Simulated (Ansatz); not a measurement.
# Dielectric response of CaO (110) films, part 2 of 5

Aim: the electronic and static ε of rocksalt CaO (110) from films of several thicknesses in a field.

Ansatz 0.2.0; plane-wave DFT, PBE, Ansatz PAW (the session's first sound run).

So far. Step 2 (Relaxing the film, 10 atoms, units 5): The gap is 2.01 eV, with the valence edge 3.52 eV and the conduction edge 1.51 eV under the upper vacuum level.

## 3. Single point on the relaxed film, 10 atoms, units 5

The film was relaxed beforehand; a single point on the relaxed positions gives its levels and potential.

Input file input.yaml:

```yaml
crystal:
  lattice:
    - [3.40118362, 0.0, 0.0]
    - [0.0, 4.81, 0.0]
    - [0.0, 0.0, 24.802367235]
  atoms:
    - { symbol: Ca, position: [0.5, 0.5, 0.3664714463] }
    - { symbol: O, position: [0.5, 0.0, 0.3673303843] }
    - { symbol: Ca, position: [0.0, 0.0, 0.4285392016] }
    - { symbol: O, position: [0.0, 0.5, 0.4282478797] }
    - { symbol: Ca, position: [0.5, 0.5, 0.5000000001] }
    - { symbol: O, position: [0.5, 0.0, 0.4999999998] }
    - { symbol: Ca, position: [0.0, 0.0, 0.5714607986] }
    - { symbol: O, position: [0.0, 0.5, 0.5717521205] }
    - { symbol: Ca, position: [0.5, 0.5, 0.6335285531] }
    - { symbol: O, position: [0.5, 0.0, 0.6326696159] }
kpoints:
  mp_grid: { grid: [8, 6, 1] }
hamiltonian:
  xc: pbe
scf:
  occupations: { method: fixed }
  convergence: { dr2_threshold: 1.0e-09 }
efield:
  axis: 3
  dipole_correction: true
  ramp_position: 0.97
  ramp_width: 0.06
output:
  eigenvalues: true
  write_potential: true
  write_density: true
  volumetric_format: npy
```

Command:

```
$ ansatz run input.yaml --threads 8 --pin off --max-ram 12288MiB --backend cpu --events-out ev --progress --plain --runs-dir out
```

Numbers of over 12 decimals in the logs are rounded to 6 here.

What it wrote:

```text
[...]
Crystal: 10 atoms, lattice volume = 405.759 Å³
Basis set: ecut = 420 eV, 7901 PW (Γ)
Bands: 50, of which v1, the nominal top of the filled ones, is band 40 counted from 1 (39 counted from 0)
Symmetry: 4 space group operations
k-points: 20 of 48
[...]
SCF iter   1: F=—  HF=-11935.524356 eV  |F-HF|=—  |Δ(HF+E_count)|=         —  Δρ=1.26e-3  dr2=1.67e-2  ethr=1.77e-3  p=-0.000 e·Å  D=-1.49e-9 V/Å  ΔV_dip=0.00 eV  dr2_dipole=1.22e-10  V_vac-E_F(+/−)=3.84/3.84 eV  ⟨swp⟩=6.7  Hψ=4427  notcnv=0  defer=154
[...]
SCF iter  10: F=-11935.528795 eV  HF=-11935.528795 eV  |F-HF|=5.09e-11  |Δ(HF+E_count)|=  3.71e-10  Δρ=1.63e-7  dr2=8.12e-11  ethr=1.25e-12  p=-0.000 e·Å  D=-3.66e-8 V/Å  ΔV_dip=0.00 eV  dr2_dipole=2.24e-14  V_vac-E_F(+/−)=3.52/3.52 eV  ⟨swp⟩=21.2  Hψ=5988  notcnv=0
SCF 1 converged in 10 iterations: F = -11935.528795 eV  dr2 = 8.12e-11
[...]
SCF converged after 10 iterations
Free energy (F): -11935.528795 eV
[...]
Internal energy: -11935.528795 eV  (E = F + TS)
E sigma→0 (E₀):  -11935.528795 eV
Fermi energy:    0.572752 eV
Dipole field:    D = 0.000000 V/Å  (p = 0.000000 e·Å, saw-weighted, corrected)
Work function:   Φ+ = 3.5207 eV   Φ− = 3.5207 eV
[...]
--- Band table (eV; the first three rows and the last of 20) ---
  k-point 0: bands = [... 36 lower, 0.0440, 0.1598, 0.3614, 0.5728, 2.5784, 2.7520, 3.6298, 4.1198, ... 6 higher]
  k-point 1: bands = [... 36 lower, -0.3156, 0.1499, 0.3265, 0.5338, 2.7381, 2.8753, 3.7093, 4.2946, ... 6 higher]
  k-point 2: bands = [... 36 lower, -0.4102, 0.1085, 0.2597, 0.4600, 3.0749, 3.1759, 3.8847, 4.7747, ... 6 higher]
  k-point 19: bands = [... 36 lower, -0.5039, -0.4290, -0.0311, -0.0306, 4.4449, 4.4513, 5.7742, 5.8040, ... 6 higher]
```

It took 6 s on 8 threads of Arm Neoverse V2, shared host; peak memory 1.2 GiB; 46 s of CPU time.

Reading the cycles: dr2 is the Hartree energy of the density residual (eV), the measure of convergence; HF is the Harris–Foulkes estimate of the energy, which meets the free energy F at convergence.

This step gave:

| Item | Value |
| --- | --- |
| gap on the k-mesh | 2.006 eV |
| dipole along the normal | 2.35e-7 e·Å |
| ionisation energy, upper face | 3.521 eV |
| electron affinity, upper face | 1.515 eV |

Running mean over 1.701 Å of the planar mean; the ramp of the sawtooth is left out. Table of electron's electrostatic potential energy less the highest filled level by z:

```tsv
z (Å)	electron's electrostatic potential energy less the highest filled level (eV)
4	3.52
5	3.52
6	3.50
7	3.34
8	1.00
9	-4.24
10	-5.59
11	-4.39
12	-4.37
13	-4.24
14	-4.57
15	-5.62
16	-3.70
17	2.00
18	3.41
19	3.51
20	3.52
21	3.52
```

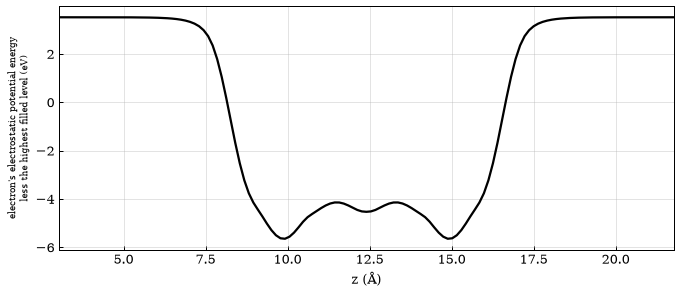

Electron's electrostatic potential energy less the highest filled level against z.

The gap is 2.01 eV, with the valence edge 3.52 eV and the conduction edge 1.52 eV under the upper vacuum level.

## 4. Atoms held, 10 atoms, units 5, field 0.05 V/Å

A sawtooth potential applies the field, turning back in the middle of the vacuum. With the dipole correction the typed value is the field outside the slab. The induced dipole is small, so the SCF threshold is tight.

Changes to input.yaml since step 3:

```diff
@@ -22,3 +22,3 @@
   occupations: { method: fixed }
-  convergence: { dr2_threshold: 1.0e-09 }
+  convergence: { dr2_threshold: 1.0e-10 }
 efield:
@@ -28,4 +28,4 @@
   ramp_width: 0.06
+  amplitude: 0.05
 output:
-  eigenvalues: true
   write_potential: true
```

What it wrote:

```text
[...]
Crystal: 10 atoms, lattice volume = 405.759 Å³
Basis set: ecut = 420 eV, 7901 PW (Γ)
Bands: 50, of which v1, the nominal top of the filled ones, is band 40 counted from 1 (39 counted from 0)
Symmetry: 4 space group operations
k-points: 20 of 48
[...]
SCF iter   1: F=—  HF=-11948.129489 eV  |F-HF|=—  |Δ(HF+E_count)|=         —  Δρ=8.88e-2  dr2=4.40e1  ethr=3.10e-3  p=0.045 e·Å  D=1.99e-2 V/Å  ΔV_dip=-0.49 eV  dr2_dipole=4.10e-4  V_vac-E_F(+/−)=13.39/12.76 eV  ⟨swp⟩=7.8  Hψ=4611  notcnv=0  defer=153
[...]
SCF iter  15: F=-11935.529641 eV  HF=-11935.529641 eV  |F-HF|=2.91e-11  |Δ(HF+E_count)|=  3.35e-10  Δρ=7.23e-8  dr2=9.67e-12  ethr=1.00e-12  p=0.034 e·Å  D=1.51e-2 V/Å  ΔV_dip=-0.37 eV  dr2_dipole=8.58e-16  V_vac-E_F(+/−)=3.88/3.12 eV  ⟨swp⟩=21.0  Hψ=5355  notcnv=0
SCF 1 converged in 15 iterations: F = -11935.529641 eV  dr2 = 9.67e-12
[...]
SCF converged after 15 iterations
[...]
Free energy (F): -11935.529641 eV
[...]
Internal energy: -11935.529641 eV  (E = F + TS)
E sigma→0 (E₀):  -11935.529641 eV
Fermi energy:    0.578632 eV
Dipole field:    D = 0.015096 V/Å  (p = 0.033851 e·Å, saw-weighted, corrected)
Work function:   not extracted (applied field tilts the vacuum); planar V_es + V_field profile in the machine report
[...]
--- Band table (eV; the first three rows and the last of 20) ---
  k-point 0: bands = [... 36 lower, 0.0602, 0.1617, 0.3551, 0.5786, 2.5380, 2.7886, 3.6262, 4.0250, ... 6 higher]
  k-point 1: bands = [... 36 lower, -0.2788, 0.1519, 0.3201, 0.5398, 2.6913, 2.9185, 3.7067, 4.1945, ... 6 higher]
  k-point 2: bands = [... 36 lower, -0.4121, 0.1105, 0.2530, 0.4662, 3.0248, 3.2231, 3.8831, 4.6438, ... 6 higher]
  k-point 19: bands = [... 36 lower, -0.5200, -0.4134, -0.0743, 0.0118, 4.3919, 4.5036, 5.7547, 5.7688, ... 6 higher]
```

It took 7.2 s on 8 threads; peak memory 1.2 GiB.

This step gave:

```yaml
gap_on_the_k_mesh: 1.959 eV
dipole_along_the_normal: 0.03385 e·Å
```

The dipole is 0.0339 e·Å, and the gap on the mesh 1.959 eV.

## 5. Atoms held, 10 atoms, units 5, field -0.05 V/Å

Changes to input.yaml since step 4:

```diff
@@ -28,3 +28,3 @@
   ramp_width: 0.06
-  amplitude: 0.05
+  amplitude: -0.05
 output:
```

What it wrote:

```text
[...]
Crystal: 10 atoms, lattice volume = 405.759 Å³
Basis set: ecut = 420 eV, 7901 PW (Γ)
Bands: 50, of which v1, the nominal top of the filled ones, is band 40 counted from 1 (39 counted from 0)
Symmetry: 4 space group operations
k-points: 20 of 48
[...]
k-point 0: bands = [... 36 lower, 0.0602, 0.1617, 0.3551, 0.5786, 2.5380, 2.7886, 3.6262, 4.0250, ... 6 higher]
  k-point 1: bands = [... 36 lower, -0.2788, 0.1519, 0.3201, 0.5398, 2.6913, 2.9185, 3.7067, 4.1945, ... 6 higher]
  k-point 2: bands = [... 36 lower, -0.4121, 0.1105, 0.2530, 0.4662, 3.0248, 3.2231, 3.8831, 4.6438, ... 6 higher]
  k-point 19: bands = [... 36 lower, -0.5200, -0.4134, -0.0743, 0.0118, 4.3919, 4.5036, 5.7547, 5.7688, ... 6 higher]
[key lines of the parts left out:]
SCF converged after 15 iterations
Free energy (F): -11935.529641 eV
Fermi energy:    0.578632 eV
Dipole field:    D = -0.015096 V/Å  (p = -0.033852 e·Å, saw-weighted, corrected)
```

Run time: 7.3 s. Hardware: 8 threads; peak memory 1.2 GiB; 55 s of CPU time.

The dipole is -0.0339 e·Å, and the gap on the mesh 1.959 eV.

## 6. Response with the atoms held, 10 atoms, units 5

This step: plane-wave DFT, PBE, Ansatz PAW; response to a field along the normal, atoms held (Ansatz 0.2.0).

The two fields give this film's response with the atoms held: the electronic part.

Numbers from this step:

```
equivalent conductor thickness p/(ε₀AE) : 7.488 Å
distance between the outer atoms        : 6.624 Å
thickness                               : 8.503 Å
```

Local field over the applied field, running mean. From the potentials at -0.05 and 0.05 V/Å; running mean over 1.701 Å, taken twice. Local field over applied field against z:

```tsv
z (Å)	local field over applied field
5	0.989
6	0.946
7	0.798
8	0.502
9	0.240
10	0.192
11	0.251
12	0.270
13	0.270
14	0.240
15	0.186
16	0.276
17	0.566
18	0.840
19	0.960
20	0.992
```

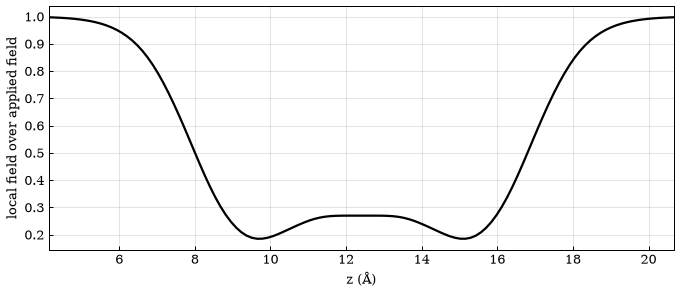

Local field over applied field against z.

The induced electron density oscillates, so the rows of the table below give means over windows of 1 Å about each position, cut where the curve ends. Its maxima inside the range that stand out by 2 % of the span (Å: e/Å³ per V/Å): 8.1: 0.00282, 9.2: 0.00119, 10.1: -3.5e-4, 10.7: -3.8e-4, 11.8: 0.00104, 12.5: 2.0e-4, 13.6: 8.5e-4, 14.3: 7.6e-4, 15.2: 7.8e-4, 16.0: -2.5e-4. Its minima: 8.8: 2.5e-4, 9.6: -7.8e-4, 10.5: -7.6e-4, 11.2: -8.5e-4, 12.3: -2.0e-4, 13.0: -0.00104, 14.1: 3.8e-4, 14.7: 3.5e-4, 15.6: -0.00119, 16.7: -0.00282.

Electrons, planar mean, per unit field. The induced electron density by z; means over each step:

```tsv
z (Å)	induced electron density (e/Å³ per V/Å)
5	6.5e-5
6	3.1e-4
7	0.00118
8	0.00250
9	8.1e-4
10	-5.7e-4
11	-5.3e-4
12	4.1e-4
13	-3.8e-4
14	6.2e-4
15	3.9e-4
16	-0.00124
17	-0.00237
18	-9.3e-4
19	-2.3e-4
20	-4.7e-5
```

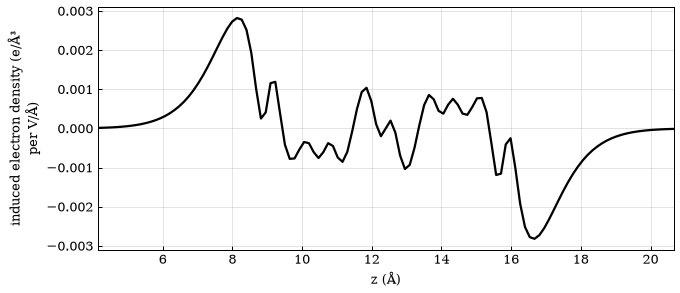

Induced electron density against z.

By hand: between -0.05 and 0.05 V/Å the dipole changes by 0.06770 e·Å, a slope of 0.6770 e·Å²/V. A perfect conductor of thickness t has p = ε₀AEt, so t = 180.95 × 0.6770 / 16.360 = 7.49 Å (e/ε₀ = 180.95 V·Å, A in Å²).

The induced dipole is that of a conductor 7.49 Å thick.

## 7. Relaxing in the field, 10 atoms, field 0.05 V/Å

This step: plane-wave DFT, PBE, Ansatz PAW (Ansatz 0.2.0).

Now the atoms may follow the field. A weak field makes forces of meV/Å to tens of meV/Å, so the force tolerance is set well below the usual one.

Changes to input.yaml since step 5:

```diff
@@ -28,3 +28,6 @@
   ramp_width: 0.06
-  amplitude: -0.05
+  amplitude: 0.05
+relax:
+  f_tol: 0.0006
+  max_steps: 70
 output:
```

What it wrote:

```text
[...]
Crystal: 10 atoms, lattice volume = 405.759 Å³
Basis set: ecut = 420 eV, 7901 PW (Γ), exchange–correlation on 48×72×360 points (8 copies of the dense FFT grid, shifted against one another)
Bands: 50, of which v1, the nominal top of the filled ones, is band 40 counted from 1 (39 counted from 0)
Symmetry: 4 space group operations
k-points: 20 of 48
[...]
SCF iter   1: F=—  HF=-11948.129723 eV  |F-HF|=—  |Δ(HF+E_count)|=         —  Δρ=8.88e-2  dr2=4.40e1  ethr=3.10e-3  p=0.045 e·Å  D=1.99e-2 V/Å  ΔV_dip=-0.49 eV  dr2_dipole=4.11e-4  V_vac-E_F(+/−)=13.39/12.76 eV  ⟨swp⟩=7.8  Hψ=4640  notcnv=0  defer=153
[...]
SCF iter  15: F=-11935.529637 eV  HF=-11935.529637 eV  |F-HF|=7.28e-12  |Δ(HF+E_count)|=  3.29e-10  Δρ=7.20e-8  dr2=1.01e-11  ethr=1.00e-12  p=0.034 e·Å  D=1.51e-2 V/Å  ΔV_dip=-0.37 eV  dr2_dipole=1.44e-14  V_vac-E_F(+/−)=3.88/3.12 eV  ⟨swp⟩=7.0  Hψ=5078  notcnv=0
SCF 1 converged in 15 iterations: F = -11935.529637 eV  dr2 = 1.01e-11
[...]
relax step   1: F+E_penalty+E_count = -11935.52963731 eV  Δ(F+E_penalty+E_count) = +0.000e0 eV  max|allowed force component| = 3.223e-2 eV/Å  Δτ_max = 0.0000 Å  (15 SCF iters, accepted)
[...]
SCF iter   9: F=-11935.529542 eV  HF=-11935.529542 eV  |F-HF|=1.82e-12  |Δ(HF+E_count)|=  5.20e-10  Δρ=1.07e-7  dr2=3.14e-11  ethr=1.00e-12  p=0.050 e·Å  D=2.22e-2 V/Å  ΔV_dip=-0.55 eV  dr2_dipole=8.34e-14  V_vac-E_F(+/−)=3.79/3.21 eV  ⟨swp⟩=7.0  Hψ=5199  notcnv=0
SCF 2 converged in 9 iterations: F = -11935.529542 eV  dr2 = 3.14e-11
[...]
relax step   2: F+E_penalty+E_count = -11935.52954152 eV  Δ(F+E_penalty+E_count) = +9.579e-5 eV  max|allowed force component| = 3.568e-2 eV/Å  Δτ_max = 0.0064 Å  (9 SCF iters, rejected (line search))
SCF iter   1: F=—  HF=-11935.529868 eV  |F-HF|=—  |Δ(HF+E_count)|=         —  Δρ=1.86e-4  dr2=2.97e-4  ethr=6.46e-6  p=0.050 e·Å  D=2.22e-2 V/Å  ΔV_dip=-0.55 eV  dr2_dipole=1.12e-4  V_vac-E_F(+/−)=3.79/3.21 eV  ⟨swp⟩=3.8  Hψ=1820  notcnv=0  defer=160
[...]
SCF iter   9: F=-11935.529849 eV  HF=-11935.529849 eV  |F-HF|=1.09e-11  |Δ(HF+E_count)|=  2.35e-10  Δρ=6.06e-8  dr2=9.10e-12  ethr=1.00e-12  p=0.042 e·Å  D=1.88e-2 V/Å  ΔV_dip=-0.47 eV  dr2_dipole=4.26e-14  V_vac-E_F(+/−)=3.84/3.17 eV  ⟨swp⟩=6.5  Hψ=4885  notcnv=0
SCF 3 converged in 9 iterations: F = -11935.529849 eV  dr2 = 9.10e-12
relax step   3: F+E_penalty+E_count = -11935.52984872 eV  Δ(F+E_penalty+E_count) = -2.114e-4 eV  max|allowed force component| = 3.320e-3 eV/Å  Δτ_max = 0.0025 Å  (9 SCF iters, accepted)
[...]
relax step   4: F+E_penalty+E_count = -11935.52976344 eV  Δ(F+E_penalty+E_count) = +8.528e-5 eV  max|allowed force component| = 2.922e-2 eV/Å  Δτ_max = 0.0026 Å  (8 SCF iters, rejected (line search))
SCF iter   1: F=—  HF=-11935.529825 eV  |F-HF|=—  |Δ(HF+E_count)|=         —  Δρ=1.03e-4  dr2=1.48e-4  ethr=1.81e-6  p=0.046 e·Å  D=2.04e-2 V/Å  ΔV_dip=-0.51 eV  dr2_dipole=3.60e-5  V_vac-E_F(+/−)=3.81/3.19 eV  ⟨swp⟩=2.0  Hψ=1653  notcnv=0  defer=158
[...]
SCF iter   8: F=-11935.529850 eV  HF=-11935.529850 eV  |F-HF|=8.00e-11  |Δ(HF+E_count)|=  6.18e-10  Δρ=1.60e-7  dr2=5.40e-11  ethr=1.00e-12  p=0.042 e·Å  D=1.89e-2 V/Å  ΔV_dip=-0.47 eV  dr2_dipole=3.36e-13  V_vac-E_F(+/−)=3.83/3.17 eV  ⟨swp⟩=7.0  Hψ=5254  notcnv=0
SCF 5 converged in 8 iterations: F = -11935.529850 eV  dr2 = 5.40e-11
relax step   5: F+E_penalty+E_count = -11935.52984994 eV  Δ(F+E_penalty+E_count) = -1.219e-6 eV  max|allowed force component| = 3.273e-4 eV/Å  Δτ_max = 0.0003 Å  (8 SCF iters, accepted)
NSCF: frozen V_eff on 20 k-points
[...]
SCF converged after 8 iterations
[...]
Free energy (F): -11935.529850 eV
[...]
Internal energy: -11935.529850 eV  (E = F + TS)
E sigma→0 (E₀):  -11935.529850 eV
Fermi energy:    0.572871 eV
Dipole field:    D = 0.018891 V/Å  (p = 0.042360 e·Å, saw-weighted, corrected)
Work function:   not extracted (applied field tilts the vacuum); planar V_es + V_field profile in the machine report
[...]
--- Forces (eV/Å), atoms counted from 1 ---
  atom   1  Ca     0.00000000     0.00000000    -0.00029910
  atom   2  O      0.00000000     0.00000000    -0.00003831
  atom   3  Ca     0.00000000     0.00000000     0.00019307
  atom   4  O      0.00000000     0.00000000     0.00030684
  atom   5  Ca     0.00000000     0.00000000    -0.00002959
  atom   6  O      0.00000000     0.00000000    -0.00021276
  atom   7  Ca     0.00000000     0.00000000     0.00006084
  atom   8  O      0.00000000     0.00000000     0.00025550
  atom   9  Ca     0.00000000     0.00000000    -0.00032640
  atom  10  O      0.00000000     0.00000000     0.00009928
  max |Σ_I F_I| component: 9.38e-6 eV/Å
--- Band table (eV; the first three rows and the last of 20) ---
  k-point 0: bands = [... 36 lower, 0.0450, 0.1599, 0.3612, 0.5729, 2.5672, 2.7651, 3.6287, 4.0536, ... 6 higher]
  k-point 1: bands = [... 36 lower, -0.3078, 0.1501, 0.3264, 0.5339, 2.7245, 2.8910, 3.7087, 4.2246, ... 6 higher]
  k-point 2: bands = [... 36 lower, -0.4103, 0.1086, 0.2595, 0.4601, 3.0611, 3.1925, 3.8847, 4.6770, ... 6 higher]
  k-point 19: bands = [... 36 lower, -0.5050, -0.4277, -0.0435, -0.0181, 4.4299, 4.4681, 5.7742, 5.7901, ... 6 higher]
--- Relaxed structure (5 steps of the walk, 3 accepted, 0 SCFs on fresh bases) ---
  F+E_penalty+E_count = -11935.52984994 eV   max|allowed force component| = 3.273e-4 eV/Å
  atoms:
    - { symbol: Ca, position: [0.5, 0.5, 0.366561] }
    - { symbol: O, position: [0.5, 0.0, 0.367229] }
    - { symbol: Ca, position: [0.0, 0.0, 0.428550] }
    - { symbol: O, position: [0.0, 0.5, 0.428253] }
    - { symbol: Ca, position: [0.5, 0.5, 0.500087] }
    - { symbol: O, position: [0.5, 0.0, 0.499901] }
    - { symbol: Ca, position: [0.0, 0.0, 0.571475] }
    - { symbol: O, position: [0.0, 0.5, 0.571762] }
    - { symbol: Ca, position: [0.5, 0.5, 0.633615] }
    - { symbol: O, position: [0.5, 0.0, 0.632566] }
```

The job ended after 19 s (8 threads; peak memory 1.2 GiB; 2.5 min of CPU time).

Hardly anything moved in the relaxation; the energy changed by under 0.2 meV an atom.

Numbers from this step:

| Item | Value |
| --- | --- |
| gap on the k-mesh | 1.994 eV |
| dipole along the normal | 0.04236 e·Å |

The relaxation took 5 steps and lowered the energy by 2.1e-4 eV; the largest force on the free atoms ends at 3.3e-4 eV/Å.

The dipole is 0.0424 e·Å, and the gap on the mesh 1.994 eV.

## 8. Relaxing in the field, 10 atoms, field -0.05 V/Å

The opposite sign, again from the field-free geometry; the difference of the two cancels what relaxes without a field.

Changes to input.yaml since step 7:

```diff
@@ -28,3 +28,3 @@
   ramp_width: 0.06
-  amplitude: 0.05
+  amplitude: -0.05
 relax:
```

What it wrote:

```text
[...]
Crystal: 10 atoms, lattice volume = 405.759 Å³
Basis set: ecut = 420 eV, 7901 PW (Γ), exchange–correlation on 48×72×360 points (8 copies of the dense FFT grid, shifted against one another)
Bands: 50, of which v1, the nominal top of the filled ones, is band 40 counted from 1 (39 counted from 0)
Symmetry: 4 space group operations
k-points: 20 of 48
[...]
- { symbol: O, position: [0.5, 0.0, 0.367434] }
    - { symbol: Ca, position: [0.0, 0.0, 0.428525] }
    - { symbol: O, position: [0.0, 0.5, 0.428238] }
    - { symbol: Ca, position: [0.5, 0.5, 0.499913] }
    - { symbol: O, position: [0.5, 0.0, 0.500099] }
    - { symbol: Ca, position: [0.0, 0.0, 0.571450] }
    - { symbol: O, position: [0.0, 0.5, 0.571747] }
    - { symbol: Ca, position: [0.5, 0.5, 0.633439] }
    - { symbol: O, position: [0.5, 0.0, 0.632771] }
[key lines of the parts left out:]
SCF converged after 8 iterations
Free energy (F): -11935.529850 eV
Fermi energy:    0.572871 eV
Dipole field:    D = -0.018891 V/Å  (p = -0.042360 e·Å, saw-weighted, corrected)
```

Wall time 19 s (8 threads); peak memory 1.2 GiB.

No atom moved by 0.005 Å in the relaxation.

The relaxation took 5 steps and lowered the energy by 2.1e-4 eV; the largest force on the free atoms ends at 3.3e-4 eV/Å.

The dipole is -0.0424 e·Å, and the gap on the mesh 1.994 eV.

## 9. Response with the atoms relaxed, 10 atoms, units 5

This step: plane-wave DFT, PBE, Ansatz PAW; response to a field along the normal, atoms relaxed (Ansatz 0.2.0).

The two relaxed runs give the static response.

Numbers from this step:

* equivalent conductor thickness p/(ε₀AE): 9.371 Å

Local field over the applied field, running mean. From the potentials at -0.05 and 0.05 V/Å; running mean over 1.701 Å, taken twice. Local field over applied field against z:

```tsv
z (Å)	local field over applied field
6	0.953
8	0.352
10	0.0411
12	-0.0190
14	0.172
16	-0.0304
18	0.856
20	0.993
```

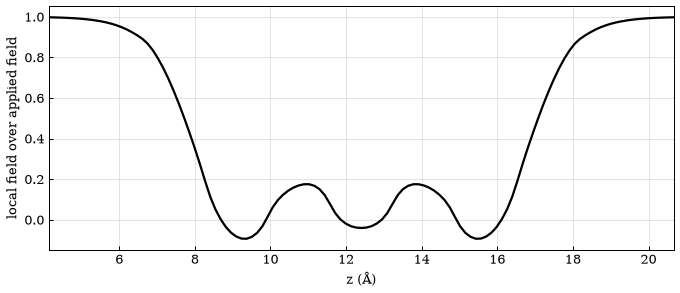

Local field over applied field against z.

The induced dipole is that of a conductor 9.37 Å thick.

(Continued in part 3 of 5.)

[Logs are printed without paths, hosts, clocks, repeated set-up lines and the standing remarks that a program may print on its own settings, such as how far it seeks lower states.]

[Hosts, paths, dates, database ids (printed as entryN), source tags and the programs' standing remarks are cut or masked in the printed files.]

[Maps of the electrostatic potential energy from Ansatz leave out the sawtooth potential of an applied field or a dipole correction, so their vacuum need not be flat; planar profiles and work functions include it.]
